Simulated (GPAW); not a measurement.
## free-standing square V monolayer, spacing 3.216 A: one coupling from two orders, and a test

Aim: get Heisenberg couplings of free-standing square V monolayer, spacing 3.216 A from the energies of collinear orders, with pencil and paper, and test them on an order left out of the fit.

Main program and level: GPAW 26.7.0; LDA; plane waves with GPAW's PAW setups, scalar-relativistic.

## Step 1: Set-up

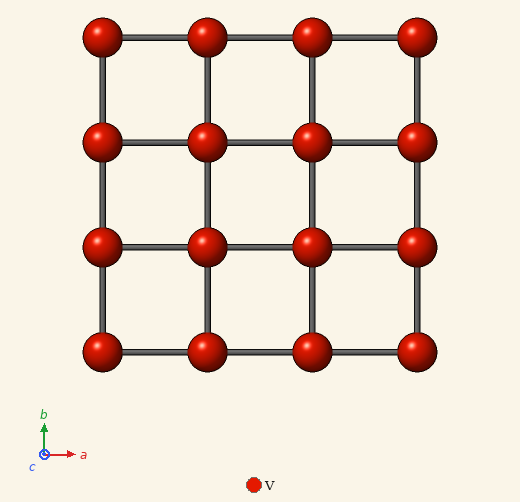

The cell as given, from above (vanadium red). 3×3×1 cells are drawn. Some periodic images of atoms are drawn too.

The cell holds 1 atom: 1 V. Its edges and angles: a = 3.216 Å, b = 3.216 Å, c = 14.000 Å, α = 90.0°, β = 90.0°, γ = 90.0°. model lattice. Vacuum lies along c.

As a file:

```
V
1.0
     3.21600    0.00000    0.00000
     0.00000    3.21600    0.00000
     0.00000    0.00000   14.00000
V
1
Direct
  0.00000 0.00000 0.50000
```

## Step 2: The parallel order

All energies count from this run.

The input, order1.py:

```python
import json
import numpy as np
from ase import Atoms
from ase.parallel import paropen, parprint
from gpaw import GPAW

atoms = Atoms(['V'],
    cell=[[3.216, 0.0, 0.0],
         [0.0, 3.216, 0.0],
         [0.0, 0.0, 14.0]],
    scaled_positions=[[0.0, 0.0, 0.5]],
    pbc=True,
    magmoms=[1.5])
atoms.calc = GPAW(mode={'name': 'pw', 'ecut': 550},
    xc='LDA',
    kpts={'size': (8, 8, 1), 'gamma': True},
    occupations={'name': 'fermi-dirac', 'width': 0.1},
    convergence={'density': 1e-05, 'energy': 1e-05},
    maxiter=200,
    symmetry={'tolerance': 1e-4},
    txt='order1.txt')
e = atoms.get_potential_energy(force_consistent=True)
res = {'free_energy': e, 'energy_sigma0': atoms.get_potential_energy(), 'fermi_energy': atoms.calc.get_fermi_level()}
res['moments'] = atoms.get_magnetic_moments().tolist()
res['total'] = atoms.get_magnetic_moment()
parprint('site moments (muB):', np.round(res['moments'], 3))
parprint(f"total moment: {res['total']:.3f} muB")
parprint(f'free energy: {e:.6f} eV')
atoms.calc.write('order1.gpw')
n = atoms.calc.get_pseudo_density()
up, down = (atoms.calc.get_pseudo_density(spin=i) for i in (0, 1))
np.savez('grids.npz', density=n, spin=up - down)
with paropen('results.json', 'w') as f:
    json.dump(res, f)
```

On the command line:

```console
OMP_NUM_THREADS=1 python3 order1.py > order1.log
```

The program printed:

```text
site moments (muB): [2.895]
total moment: 3.892 muB
free energy: -5.224951 eV

--- order1.txt ---
Input parameters:
  mode=PW(ecut=550),
  convergence={'density': 1e-05, 'energy': 1e-05},
  kpts=MonkhorstPack(size=(8, 8, 1), gamma=True),
  maxiter=200,
  occupations=Occupations(name='fermi-dirac', width=0.1),
  symmetry=Symmetry(tolerance=0.0001),
  xc=XC(name='LDA')

Diagonalizing LCAO Hamiltonian
[...]
|          3 |       -41.229 |     1.000 |       -38.323 |     1.000 |
|          4 |        -6.549 |     1.000 |        -5.116 |     1.000 |
[...]
|          9 |        -2.320 |     0.012 |         0.071 |     0.000 |
|         10 |        -2.203 |     0.004 |         0.228 |     0.000 |
|         11 |         1.015 |     0.000 |         1.293 |     0.000 |
|         12 |         2.142 |     0.000 |         2.381 |     0.000 |

No gap
No difference between direct/indirect transitions


[key lines of the parts left out:]
Free energy:      -5.224951
Converged in 14 steps
dipole moment: (-7.583801, -7.583801, 0.000000)  # |e|*Ang
Fermi level: -2.757
```

It took 22 s on 1 MPI rank of Intel Xeon Platinum 8488C (Sapphire Rapids), shared host; peak memory 0.22 GiB.

Spin moment in the augmentation sphere by atom:

| atom | spin moment in the augmentation sphere (μB) |
| --- | --- |
| V1 | 2.89 |

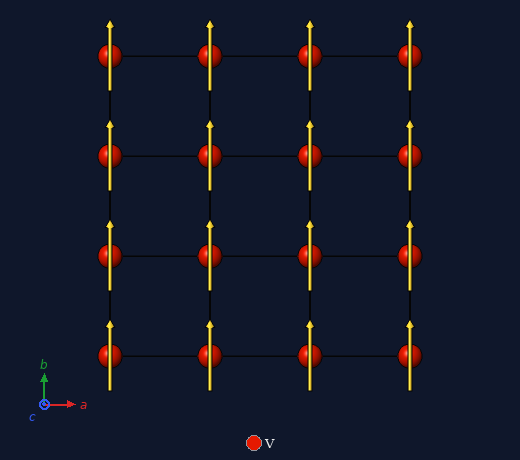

Spin moment in the augmentation sphere as arrows, the longest 2.89 μB. Up and down stand for the sign. Arrows give size and sign along the axis of quantisation, drawn up and down the page. 3×3×1 cells are drawn. Some periodic images of atoms are drawn too.

This step gave:

```
magnetization : 3.892 μB
final state   : ferromagnetic
```

After 14 cycles the largest moment stands at 2.89 μB.

## Step 3: The orders used for the fit

The other orders were run with the same settings, on meshes that hold the same points. Free energies (smearing 0.1 eV, its entropy term included) are divided by the number of V atoms; q is in fractions of the reciprocal vectors of the first run's cell.

| order | atoms | mesh | free energy (eV) | eV per V | largest moment (μB) |
| --- | --- | --- | --- | --- | --- |
| F + | 1 | 8×8×1 | -5.2250 | -5.2250 | 2.89 |
| AF q=(0,1/2,0) +- | 2 | 8×4×1 | -10.5045 | -5.2522 | 2.82 |

## Step 4: Counting neighbours

With E = −Σ J e_i·e_j over ordered pairs of unit vectors, turning a neighbour from parallel to opposed costs 2J a V atom. So an order lies 2 Σ n J over the parallel one, n being the opposed neighbours in each shell.

| shell | distance (Å) | neighbours | opposed in AF q=(0,1/2,0) +- | opposed in AF q=(1/2,1/2,0) +- |
| --- | --- | --- | --- | --- |
| J1 | 3.22 | 4 | 2 | 4 |
| J2 | 4.55 | 4 | 4 | 0 |

Only J1 is kept.

## Step 5: Solving

```
2 × 2 × J1 = -27.28 meV    (AF q=(0,1/2,0) +-)
J1 = -6.82 meV
```

## Step 6: The test

The couplings now give the orders that were left out:

```
2 × 4 × (-6.82) = -54.56 meV    (AF q=(1/2,1/2,0) +-)
```

The runs themselves:

| order | atoms | mesh | free energy (eV) | eV per V | largest moment (μB) | over the parallel order (meV) | foretold (meV) |
| --- | --- | --- | --- | --- | --- | --- | --- |
| AF q=(1/2,1/2,0) +- | 2 | 4×8×1 | -10.2694 | -5.1347 | 2.68 | +90.24 | -54.56 |

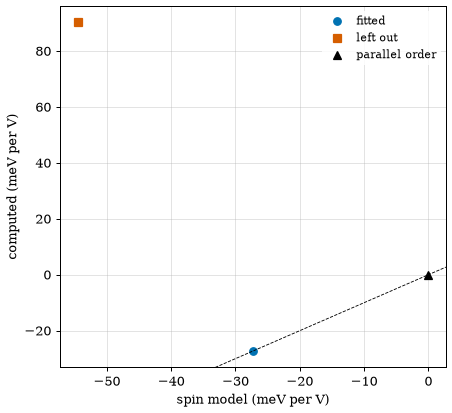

Computed energies of the orders against the model; the dashed line marks agreement.

## Step 7: One more shell

The miss asks for the next shell, which takes one more order into the fit and leaves none for a test.

```
2 × 2 × J1 + 2 × 4 × J2 = -27.28 meV    (AF q=(0,1/2,0) +-)
2 × 4 × J1 = +90.24 meV    (AF q=(1/2,1/2,0) +-)
J1 = +11.28 meV
J2 = -9.05 meV
```

## Step 8: Outcome

```json
{
  "J1 (V–V at 3.22 Å)": "-6.82 meV",
  "largest miss on the orders left out": "145 meV",
  "J1 with 2 shells": "11.3 meV",
  "J2 with 2 shells": "-9.05 meV"
}
```

The model misses the order left out by 145 meV, 123 % of the span of the orders, so it fails: these couplings alone don't describe the crystal. With the next shell added the couplings are J1 = +11.28 and J2 = -9.05 meV, untested. The first dropped shell that the test feels is J2 at 4.55 Å. The site moments spread by 7.4 % over the orders. In a metal couplings reach far, and the mesh was not tested. The couplings are effective ones: further shells with opposed neighbours are folded into them or show in the miss. No mean-field temperature is given: it needs a model that holds, an unfrustrated order and couplings in all three dimensions.

[Logs and program files are shortened in this print: banners, set-up blocks, solver, clock and traceback lines can be left out without a mark of their own.]

[Logs are printed without paths, hosts, clocks, repeated set-up lines and the standing remarks that a program may print on its own settings, such as how far it seeks lower states.]

[Hosts, paths, dates, database ids (printed as entryN), source tags and the programs' standing remarks are cut or masked in the printed files.]

[Where a cell is said to come from a database of computed structures, the database is the Materials Project.]
